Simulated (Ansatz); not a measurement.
# Transmission past a defect: Mo wire along [111], 4 atoms a period, Co in place of one Mo

Wanted: the relaxed defect and the transmission past it, beside the channels of the perfect wire.

Program: Ansatz 0.2.0. Level of theory: DFT PBE, plane waves, PAW; relaxation of a wire's period, in the first sound run; inputs show where later runs differ. Results are calculated unless marked as measured.

## (1) Set-up

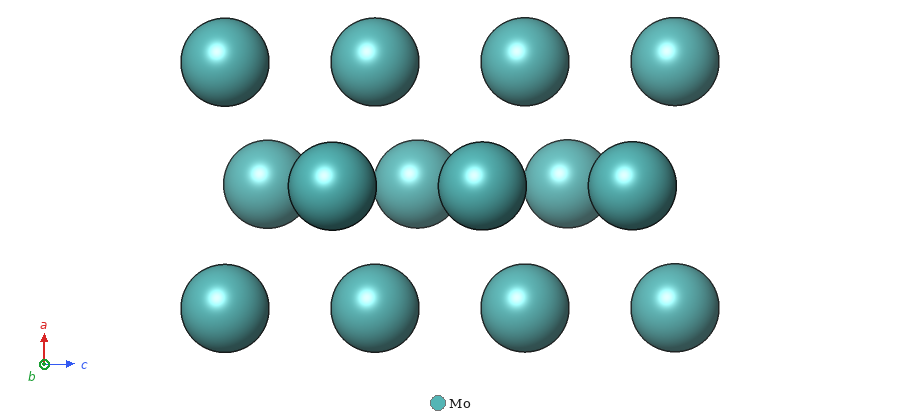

The starting structure, seen from the side, with the c axis across the page (molybdenum teal). 1×1×3 cells are drawn. Some periodic images of atoms are drawn too.

The cell holds 4 atoms: 4 Mo. Cell: a = 11.269 Å, b = 9.380 Å, c = 2.737 Å, α = 90.0°, β = 90.0°, γ = 90.0°. Vacuum lies along a and b. The structure's axis is c.

Coordinates:

```cif
data_structure
_symmetry_space_group_name_H-M 'P 1'
_symmetry_Int_Tables_number 1
_cell_length_a 11.2690
_cell_length_b 9.3800
_cell_length_c 2.7366
_cell_angle_alpha 90.000
_cell_angle_beta 90.000
_cell_angle_gamma 90.000
_cell_volume 289.27
loop_
_atom_site_label
_atom_site_type_symbol
_atom_site_fract_x
_atom_site_fract_y
_atom_site_fract_z
_atom_site_occupancy
Mo1 Mo 0.30171 0.50001 0.00000 1
Mo2 Mo 0.50000 0.36247 0.33333 1
Mo3 Mo 0.50000 0.63754 0.66667 1
Mo4 Mo 0.69828 0.50001 0.00000 1
```

## (2) Relaxation of atoms and period

Band widths follow the bond lengths, so the wire is relaxed first. The atoms and the third cell vector are free; the box across stays fixed as vacuum. A Fermi-Dirac smearing is set since the result may be a metal. The pressure printed is a third of the stress's trace over the whole box, vacuum included; only the stress along the axis is relaxed.

File input.yaml:

```yaml
crystal:
  lattice:
    - [11.269, 0.0, 0.0]
    - [0.0, 9.38, 0.0]
    - [0.0, 0.0, 2.736640276]
  atoms:
    - { symbol: Mo, position: [0.301712663, 0.500006887, 0.0] }
    - { symbol: Mo, position: [0.499996222, 0.362473348, 0.333333333] }
    - { symbol: Mo, position: [0.499996222, 0.637540426, 0.666666667] }
    - { symbol: Mo, position: [0.698279781, 0.500006887, 0.0] }
kpoints:
  mp_grid: { grid: [1, 1, 30] }
scf:
  occupations: { method: fermi_dirac, width: 0.05 }
hamiltonian:
  xc: pbe
relax:
  cell: { fix: [a, b, alpha, beta, gamma] }
  max_steps: 60
```

Run with:

```console
$ ansatz run input.yaml --threads 4 --pin off --max-ram 16384MiB --backend cpu --events-out ev --progress --plain --runs-dir out
```

Numbers of over 12 decimals in the logs are rounded to 6 here.

The log of the run:

```text
Engine: ansatz 0.2.0, aarch64-unknown-linux-gnu
Pseudopotentials: kind: paw
Pseudopotential: Mo, paw, valence charge 14, recommended cutoff 420 eV (normal), Mo.paw.azcp
Functional definition: PBE
  parameter kappa = 0.804
  parameter beta = 0.066725
  exchange = pbe_x(kappa = kappa, mu = beta*pi^2/3)
  correlation = pbe_c(beta = beta)
Crystal: 4 atoms, lattice volume = 289.272 Å³
Basis set: ecut = 420 eV, 5671 PW (Γ), exchange–correlation on 160×128×40 points (8 copies of the dense FFT grid, shifted against one another)
Bands: 34, of which v1, the nominal top of the filled ones, is band 28 counted from 1 (27 counted from 0)
Symmetry: 4 space group operations
Space group: P2/m (ITA 10), of the structure as read, at distance tolerance 6.6e-5 Å
k-points: 16 of 30
Non-local potential: Mo, projectors of the file, l = 0: 3, l = 1: 2, l = 2: 2, l = 3: 1
PAW form: soft (Blöchl's): semilocal exchange-correlation on the pseudo side does not see the compensation charge
PAW one-centre angular grid: Mo, 590 points (default); XC on 64 Gauss nodes
Initial density: superposition of atomic densities (neutral atoms: chi_scale 0, normalization atom), corrected by the library's trained network
Initial wavefunctions: pseudopotential atomic-orbital guess
Functional: x = pbe(κ = 0.804, μ = 0.219515), c = pbe(β = 0.066725)
SCF iter   1: F=—  HF=-19813.998854 eV  |F-HF|=—  |Δ(HF+E_count)|=         —  Δρ=8.61e-3  dr2=7.20e-1  ethr=1.77e-3  ⟨swp⟩=7.5  Hψ=2496  notcnv=0
preconditioner: auto → LDOS  [metal: Δε(μ)=0.037 eV  Ē_g=2.617 eV  σ=0.050 eV  W_gap=0.18  n_scr=32 (ndim 8)  ℏωp=10.7 eV  f_vac=0.572  D(μ)=9.02/eV (n_scr^D=56)  β→1.0]
SCF iter   2: F=—  HF=-19813.988455 eV  |F-HF|=—  |Δ(HF+E_count)|=   1.04e-2  Δρ=4.76e-3  dr2=1.60e-1  ethr=1.29e-3  ⟨swp⟩=2.0  Hψ=730  notcnv=0
SCF iter   3: F=—  HF=-19813.980066 eV  |F-HF|=—  |Δ(HF+E_count)|=   8.39e-3  Δρ=1.57e-3  dr2=2.23e-2  ethr=2.85e-4  ⟨swp⟩=2.0  Hψ=772  notcnv=0
SCF iter   4: F=—  HF=-19813.979459 eV  |F-HF|=—  |Δ(HF+E_count)|=   6.07e-4  Δρ=3.59e-4  dr2=9.45e-4  ethr=3.98e-5  ⟨swp⟩=1.6  Hψ=572  notcnv=0
SCF iter   5: F=—  HF=-19813.979461 eV  |F-HF|=—  |Δ(HF+E_count)|=   2.16e-6  Δρ=9.83e-5  dr2=5.36e-5  ethr=1.69e-6  ⟨swp⟩=2.2  Hψ=778  notcnv=0
SCF iter   6: F=—  HF=-19813.979422 eV  |F-HF|=—  |Δ(HF+E_count)|=   3.89e-5  Δρ=3.72e-5  dr2=1.15e-5  ethr=9.57e-8  ⟨swp⟩=2.0  Hψ=783  notcnv=0
SCF iter   7: F=—  HF=-19813.979423 eV  |F-HF|=—  |Δ(HF+E_count)|=   1.06e-6  Δρ=1.28e-5  dr2=8.06e-7  ethr=2.06e-8  ⟨swp⟩=2.0  Hψ=744  notcnv=0
SCF iter   8: F=—  HF=-19813.979423 eV  |F-HF|=—  |Δ(HF+E_count)|=   3.93e-7  Δρ=6.77e-6  dr2=4.82e-7  ethr=1.79e-10  ⟨swp⟩=6.1  Hψ=2209  notcnv=0
SCF iter   9: F=-19813.979423 eV  HF=-19813.979423 eV  |F-HF|=2.76e-8  |Δ(HF+E_count)|=   3.10e-8  Δρ=2.25e-6  dr2=3.71e-8  ethr=1.79e-10  ⟨swp⟩=3.2  Hψ=1861  notcnv=0
SCF 1 converged in 9 iterations: F = -19813.979423 eV  dr2 = 3.71e-8
  greatest PAW one-centre occupation: 0.998 electrons in one spin orbital (limit 2), on the Mo atom at site 3 (counted from 0), in its partial waves of l = 0
relax step   1: F+E_penalty+E_count = -19813.97942343 eV  Δ(F+E_penalty+E_count) = +0.000e0 eV  max|allowed force component| = 3.218e0 eV/Å  Δτ_max = 0.0000 Å  P = -6.625 GPa  Ω = 289.272 Å³  fix = [a, b, alpha, beta, gamma]  reactions: a -7.987, b -4.039 GPa; alpha -0.954 GPa/rad  (9 SCF iters, dr2 threshold 1.00e-7 eV, accepted)
Crystal: 4 atoms, lattice volume = 283.259 Å³
Basis set: ecut = 420 eV, 5535 PW (Γ), exchange–correlation on 160×128×40 points (8 copies of the dense FFT grid, shifted against one another)
Initial density: handed on by an earlier stage of this run
Initial wavefunctions: those handed on with the density
SCF iter   1: F=—  HF=-19815.638930 eV  |F-HF|=—  |Δ(HF+E_count)|=         —  Δρ=1.71e-2  dr2=2.27e0  ethr=3.10e-3  ⟨swp⟩=10.1  Hψ=2667  notcnv=0
preconditioner: auto → LDOS  [metal: Δε(μ)=0.030 eV  Ē_g=3.378 eV  σ=0.050 eV  W_gap=0.15  n_scr=32 (ndim 8)  ℏωp=10.8 eV  f_vac=0.605  D(μ)=8.01/eV (n_scr^D=42)  β→1.0]
SCF iter   2: F=—  HF=-19815.969871 eV  |F-HF|=—  |Δ(HF+E_count)|=   3.31e-1  Δρ=2.24e-2  dr2=5.39e0  ethr=3.10e-3  ⟨swp⟩=3.1  Hψ=1033  notcnv=0  recentre
SCF iter   3: F=—  HF=-19815.487862 eV  |F-HF|=—  |Δ(HF+E_count)|=   4.82e-1  Δρ=6.09e-3  dr2=3.25e-1  ethr=3.10e-3  ⟨swp⟩=3.1  Hψ=933  notcnv=0
SCF iter   4: F=—  HF=-19815.468097 eV  |F-HF|=—  |Δ(HF+E_count)|=   1.98e-2  Δρ=1.24e-3  dr2=1.35e-2  ethr=5.81e-4  ⟨swp⟩=2.1  Hψ=749  notcnv=0
SCF iter   5: F=—  HF=-19815.469013 eV  |F-HF|=—  |Δ(HF+E_count)|=   9.16e-4  Δρ=4.03e-4  dr2=9.17e-4  ethr=2.42e-5  ⟨swp⟩=2.0  Hψ=737  notcnv=0
SCF iter   6: F=—  HF=-19815.469371 eV  |F-HF|=—  |Δ(HF+E_count)|=   3.58e-4  Δρ=2.09e-4  dr2=3.29e-4  ethr=1.64e-6  ⟨swp⟩=2.1  Hψ=747  notcnv=0
SCF iter   7: F=—  HF=-19815.469336 eV  |F-HF|=—  |Δ(HF+E_count)|=   3.58e-5  Δρ=6.24e-5  dr2=4.87e-5  ethr=5.87e-7  ⟨swp⟩=2.1  Hψ=680  notcnv=0
SCF iter   8: F=—  HF=-19815.469335 eV  |F-HF|=—  |Δ(HF+E_count)|=   6.47e-7  Δρ=2.30e-5  dr2=4.72e-6  ethr=8.70e-8  ⟨swp⟩=2.1  Hψ=764  notcnv=0
SCF iter   9: F=—  HF=-19815.469335 eV  |F-HF|=—  |Δ(HF+E_count)|=   2.77e-7  Δρ=1.02e-5  dr2=5.36e-7  ethr=8.42e-9  ⟨swp⟩=2.2  Hψ=813  notcnv=0
SCF iter  10: F=-19815.469335 eV  HF=-19815.469335 eV  |F-HF|=2.48e-8  |Δ(HF+E_count)|=   2.07e-7  Δρ=3.74e-6  dr2=8.71e-8  ethr=7.14e-10  ⟨swp⟩=5.1  Hψ=2076  notcnv=0
SCF 2 converged in 10 iterations: F = -19815.469335 eV  dr2 = 8.71e-8
  greatest PAW one-centre occupation: 0.999 electrons in one spin orbital (limit 2), on the Mo atom at site 3 (counted from 0), in its partial waves of l = 0
relax step   2: F+E_penalty+E_count = -19815.46933531 eV  Δ(F+E_penalty+E_count) = -1.490e0 eV  max|allowed force component| = 7.497e-1 eV/Å  Δτ_max = 0.1950 Å  P = -0.430 GPa  Ω = 283.259 Å³  energy of the carried Pulay correction = +3.029e-4 eV  fix = [a, b, alpha, beta, gamma]  reactions: a -1.654, b +0.639 GPa; alpha -0.979 GPa/rad  (10 SCF iters, dr2 threshold 4.00e-7 eV, accepted)
Crystal: 4 atoms, lattice volume = 283.636 Å³
Basis set: ecut = 420 eV, 5567 PW (Γ), exchange–correlation on 160×128×40 points (8 copies of the dense FFT grid, shifted against one another)
iter 1 solved again at ethr=5.75e-4 eV; its pass at ethr=3.10e-3 eV (dr2=3.22e-1 eV) is discarded
SCF iter   1: F=—  HF=-19815.618914 eV  |F-HF|=—  |Δ(HF+E_count)|=         —  Δρ=7.97e-3  dr2=3.43e-1  ethr=5.75e-4  ⟨swp⟩=1.3  Hψ=2681  notcnv=0
preconditioner: auto → LDOS  [metal: Δε(μ)=0.034 eV  Ē_g=3.428 eV  σ=0.050 eV  W_gap=0.17  n_scr=32 (ndim 8)  ℏωp=10.8 eV  f_vac=0.608  D(μ)=7.14/eV (n_scr^D=36)  β→1.0]
SCF iter   2: F=—  HF=-19815.661781 eV  |F-HF|=—  |Δ(HF+E_count)|=   4.29e-2  Δρ=9.17e-3  dr2=7.82e-1  ethr=5.75e-4  ⟨swp⟩=4.0  Hψ=1228  notcnv=0  recentre
SCF iter   3: F=—  HF=-19815.599493 eV  |F-HF|=—  |Δ(HF+E_count)|=   6.23e-2  Δρ=3.59e-3  dr2=1.00e-1  ethr=5.75e-4  ⟨swp⟩=2.4  Hψ=931  notcnv=0
SCF iter   4: F=—  HF=-19815.592665 eV  |F-HF|=—  |Δ(HF+E_count)|=   6.83e-3  Δρ=4.76e-4  dr2=1.08e-3  ethr=1.79e-4  ⟨swp⟩=2.1  Hψ=748  notcnv=0
SCF iter   5: F=—  HF=-19815.592859 eV  |F-HF|=—  |Δ(HF+E_count)|=   1.93e-4  Δρ=2.21e-4  dr2=3.06e-4  ethr=1.92e-6  ⟨swp⟩=2.1  Hψ=770  notcnv=0
SCF iter   6: F=—  HF=-19815.592879 eV  |F-HF|=—  |Δ(HF+E_count)|=   2.10e-5  Δρ=6.65e-5  dr2=2.64e-5  ethr=5.47e-7  ⟨swp⟩=2.0  Hψ=624  notcnv=0
SCF iter   7: F=—  HF=-19815.592884 eV  |F-HF|=—  |Δ(HF+E_count)|=   4.29e-6  Δρ=1.56e-5  dr2=1.38e-6  ethr=4.71e-8  ⟨swp⟩=2.0  Hψ=736  notcnv=0
SCF iter   8: F=-19815.592884 eV  HF=-19815.592884 eV  |F-HF|=2.74e-8  |Δ(HF+E_count)|=   5.01e-7  Δρ=5.64e-6  dr2=1.79e-7  ethr=7.14e-10  ⟨swp⟩=5.4  Hψ=2120  notcnv=0
SCF 3 converged in 8 iterations: F = -19815.592884 eV  dr2 = 1.79e-7
relax step   3: F+E_penalty+E_count = -19815.59288424 eV  Δ(F+E_penalty+E_count) = -1.235e-1 eV  max|allowed force component| = 5.077e-1 eV/Å  Δτ_max = 0.0719 Å  P = +0.778 GPa  Ω = 283.636 Å³  energy of the carried Pulay correction = +2.837e-4 eV  fix = [a, b, alpha, beta, gamma]  reactions: a +0.511, b +0.720 GPa; alpha -0.237 GPa/rad  (8 SCF iters, dr2 threshold 4.00e-7 eV, accepted)
[...]
relax step   4: F+E_penalty+E_count = -19815.61226868 eV  Δ(F+E_penalty+E_count) = -1.938e-2 eV  max|allowed force component| = 1.174e-1 eV/Å  Δτ_max = 0.0371 Å  P = -0.012 GPa  Ω = 285.004 Å³  energy of the carried Pulay correction = +2.143e-4 eV  fix = [a, b, alpha, beta, gamma]  reactions: a -0.116, b -0.106 GPa; alpha +0.008 GPa/rad  (8 SCF iters, dr2 threshold 4.00e-7 eV, accepted)
[...]
relax step   5: F+E_penalty+E_count = -19815.61401508 eV  Δ(F+E_penalty+E_count) = -1.746e-3 eV  max|allowed force component| = 8.291e-2 eV/Å  Δτ_max = 0.0090 Å  P = -0.004 GPa  Ω = 286.064 Å³  energy of the carried Pulay correction = +1.608e-4 eV  fix = [a, b, alpha, beta, gamma]  reactions: a -0.154, b -0.003 GPa; alpha +0.095 GPa/rad  (7 SCF iters, dr2 threshold 4.00e-7 eV, accepted)
[...]
relax step   6: F+E_penalty+E_count = -19815.61632392 eV  Δ(F+E_penalty+E_count) = -2.309e-3 eV  max|allowed force component| = 4.108e-2 eV/Å  Δτ_max = 0.0085 Å  P = +0.073 GPa  Ω = 287.773 Å³  energy of the carried Pulay correction = +7.492e-5 eV  fix = [a, b, alpha, beta, gamma]  reactions: a +0.048, b +0.091 GPa; alpha +0.049 GPa/rad  (7 SCF iters, dr2 threshold 4.00e-7 eV, accepted)
[...]
relax step   7: F+E_penalty+E_count = -19815.61652498 eV  Δ(F+E_penalty+E_count) = -2.011e-4 eV  max|allowed force component| = 7.701e-3 eV/Å  Δτ_max = 0.0036 Å  P = +0.036 GPa  Ω = 288.087 Å³  energy of the carried Pulay correction = +5.918e-5 eV  fix = [a, b, alpha, beta, gamma]  reactions: a +0.051, b +0.045 GPa; alpha -0.007 GPa/rad  (6 SCF iters, dr2 threshold 1.05e-7 eV, accepted)
Initial wavefunctions: pseudopotential atomic-orbital guess (no wavefunctions were taken with the density)
iter 1 solved again at ethr=2.01e-7 eV; its pass at ethr=3.10e-3 eV (dr2=1.13e-4 eV) is discarded
SCF iter   1: F=—  HF=-19815.616500 eV  |F-HF|=—  |Δ(HF+E_count)|=         —  Δρ=6.26e-6  dr2=1.11e-7  ethr=2.01e-7  ⟨swp⟩=4.4  Hψ=4169  notcnv=0
SCF iter   2: F=—  HF=-19815.616457 eV  |F-HF|=—  |Δ(HF+E_count)|=   4.26e-5  Δρ=5.49e-6  dr2=2.20e-7  ethr=1.97e-10  ⟨swp⟩=3.4  Hψ=1297  notcnv=0
SCF iter   3: F=—  HF=-19815.616457 eV  |F-HF|=—  |Δ(HF+E_count)|=   1.26e-8  Δρ=2.35e-6  dr2=5.49e-8  ethr=1.97e-10  ⟨swp⟩=2.0  Hψ=739  notcnv=0
SCF iter   4: F=—  HF=-19815.616457 eV  |F-HF|=—  |Δ(HF+E_count)|=   2.31e-9  Δρ=6.81e-7  dr2=3.12e-9  ethr=9.80e-11  ⟨swp⟩=2.0  Hψ=713  notcnv=0
SCF iter   5: F=—  HF=-19815.616457 eV  |F-HF|=—  |Δ(HF+E_count)|=  7.64e-11  Δρ=2.18e-7  dr2=3.79e-10  ethr=5.57e-12  ⟨swp⟩=2.1  Hψ=765  notcnv=0
SCF iter   6: F=-19815.616457 eV  HF=-19815.616457 eV  |F-HF|=1.09e-11  |Δ(HF+E_count)|=  7.28e-11  Δρ=6.36e-8  dr2=3.17e-11  ethr=1.00e-12  ⟨swp⟩=4.2  Hψ=2322  notcnv=0
SCF 8 converged in 6 iterations: F = -19815.616457 eV  dr2 = 3.17e-11
relax step   8: F+E_penalty+E_count = -19815.61645695 eV  Δ(F+E_penalty+E_count) = +6.803e-5 eV  max|allowed force component| = 7.869e-3 eV/Å  Δτ_max = 0.0000 Å  P = +0.038 GPa  Ω = 288.087 Å³  fix = [a, b, alpha, beta, gamma]  reactions: a +0.054, b +0.047 GPa; alpha -0.007 GPa/rad  stress off target by 1.45e-2 GPa on what of the cell is left free  SCF on the basis re-selected at this cell (its energy is not comparable with the rows above)  (6 SCF iters)
basis re-selected at this cell: Δ(F+E_penalty+E_count) = +6.803e-5 eV, ΔP = +0.002 GPa vs the last step (what re-selecting the basis moved, of the pressure what is left beyond the Pulay correction that the steps carried, after the strain that the cell walked since its last selection, with what the two solves' SCF thresholds leave and, on support functions, any second-order correction that the steps lacked; it is no m [...]
SCF converged after 6 iterations
Free energy (F): -19815.616457 eV
Harris-Foulkes:  -19815.616457 eV  (|F-HF|=1.09e-11)
Internal energy: -19815.571392 eV  (E = F + TS)
E sigma→0 (E₀):  -19815.593924 eV
Entropy (-TS):   -0.045065 eV (-11.266 meV/atom)
Fermi energy:    1.671051 eV
--- Per-component energies (eV) ---
  E_band       = -1287.590374
  E_kinetic    = 1764.083938
  E_local      = -19418.853104  (includes V_loc(G=0)·N_el)
  E_nonlocal   = 583.818062
  E_hartree    = 8635.517226
  E_xc         = -726.693050
  E_vxc        = -905.974508  (∫ρ·V_xc dr)
  E_paw        = -12809.086586  (= ΣΔE_a)
  E_vpaw       = -581.699736  (= ΣTr[D̂ρ^β])
  E_aug_tail   = 0.000179  (compensation charges beyond the density's cutoff)
  E_ewald      = 2155.641943
  E_smearing   = -0.045065  (= −TS)
  E_closure    = -0.000000  (closes the sum)
  Σ components = -19815.616457   (vs F -19815.616457, Δ=0.00e0)
--- Forces (eV/Å), atoms counted from 1 ---
  atom   1  Mo    -0.00786901     0.00000000     0.00000000
  atom   2  Mo     0.00000000     0.00270857    -0.00205095
  atom   3  Mo     0.00000000    -0.00270857     0.00205095
  atom   4  Mo     0.00786901     0.00000000     0.00000000
  max |Σ_I F_I| component: 0.00e0 eV/Å
--- Stress (GPa, compression-positive) ---
        0.053607       0.000000       0.000000
        0.000000       0.046878       0.007152
        0.000000       0.007153       0.014500
  P = ⅓ Tr σ = 0.0383 GPa (0.383 kbar)
--- Relaxed structure (7 steps of the walk, 7 accepted, 1 SCFs on fresh bases) ---
  F+E_penalty+E_count = -19815.61645695 eV   max|allowed force component| = 7.869e-3 eV/Å   (the final SCF, on the basis selected at the relaxed cell)
  cell:  # Å, volume = 288.0871 Å³
    - [11.269, 0.0, 0.0]
    - [0.0, 9.38, 0]
    - [0.0, 0, 2.725434]
  atoms:
    - { symbol: Mo, position: [0.326138, 0.500007, 0] }
    - { symbol: Mo, position: [0.499996, 0.374748, 0.284462] }
    - { symbol: Mo, position: [0.499996, 0.625266, 0.715538] }
    - { symbol: Mo, position: [0.673854, 0.500007, 0] }
```

Elapsed: 21 s, on 4 threads of Arm Neoverse V1, shared host; peak memory 0.64 GiB.

Relaxation path:

```tsv
step	energy less that of the first step (eV)	largest force component (eV/Å)	pressure (GPa)	volume (Å³)
1	0.0000	3.2179	-6.63	289.27
2	-1.4899	0.7497	-0.43	283.26
3	-1.6135	0.5077	0.78	283.64
4	-1.6328	0.1174	-0.01	285.00
5	-1.6346	0.0829	0.00	286.06
6	-1.6369	0.0411	0.07	287.77
7	-1.6371	0.0077	0.04	288.09
8*	-1.6370	0.0079	0.04	288.09
```

Relaxation steps marked * repeat the geometry before them on a plane-wave basis chosen anew for their cell, so energy and pressure can jump there.

The run keeps the 4 symmetry operations that it works with, so distortions that break them were not tested.

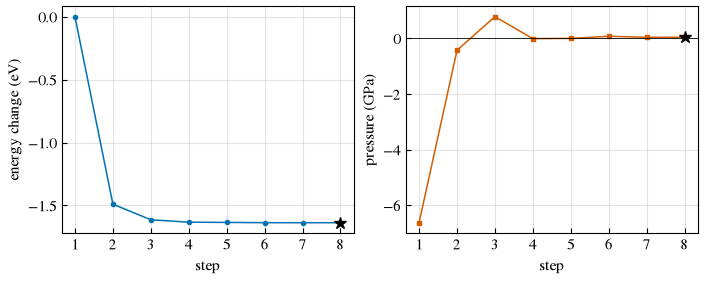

Energy and pressure along the relaxation. Stars mark steps on a basis chosen anew.

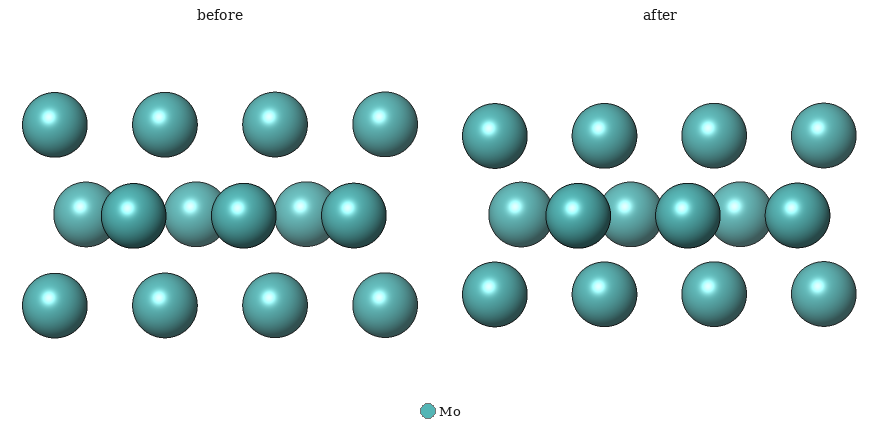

Before and after, at one scale.

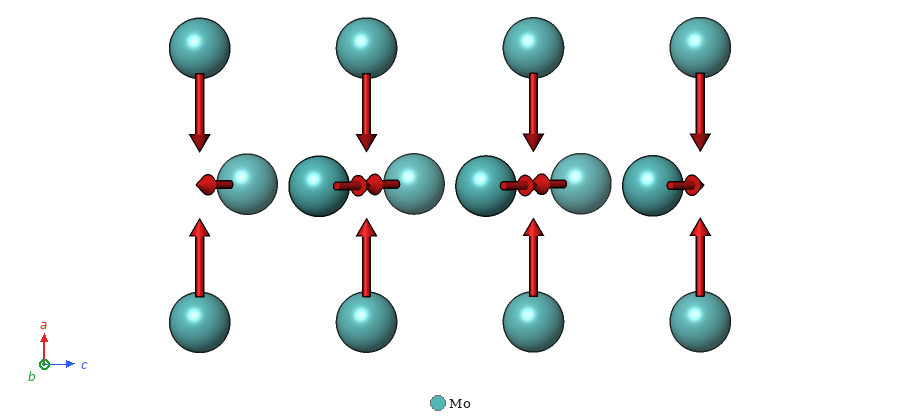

Displacements in the relaxation, exaggerated, measured against the changing cell; the longest in the cell stands for 0.28 Å. 1×1×3 cells are drawn. Some periodic images of atoms are drawn too.

```tsv
cell as run	before	after	change
c (Å)	2.737	2.725	-0.4 %
```

The atoms that moved most (Å, along periodic axes as changes of fractional coordinates times the final cell, across vacuum about the mean position):

```tsv
atom	dx	dy	dz	length
Mo1	0.275	0.000	0.000	0.275
Mo4	-0.275	0.000	0.000	0.275
Mo3	0.000	-0.115	0.133	0.176
Mo2	0.000	0.115	-0.133	0.176
```

Final coordinates:

```xyz
4
Lattice="11.2690 0.0000 0.0000 0.0000 9.3800 0.0000 0.0000 0.0000 2.7254" Properties=species:S:1:pos:R:3
Mo    3.6753    4.6901    0.0000
Mo    5.6345    3.5151    0.7753
Mo    5.6345    5.8650    1.9502
Mo    7.5937    4.6901    0.0000
```

This step gave:

* energy at zero smearing: -19815.5939 eV
* cell length along the wire: 2.725 Å

The cell's length comes to 2.725 Å with spin left out.

(Part 1 of 4 ends here.)

[Logs are printed without paths, hosts, clocks, repeated set-up lines and the standing remarks that a program may print on its own settings, such as how far it seeks lower states.]

[Hosts, paths, dates, database ids (printed as entryN), source tags and the programs' standing remarks are cut or masked in the printed files.]
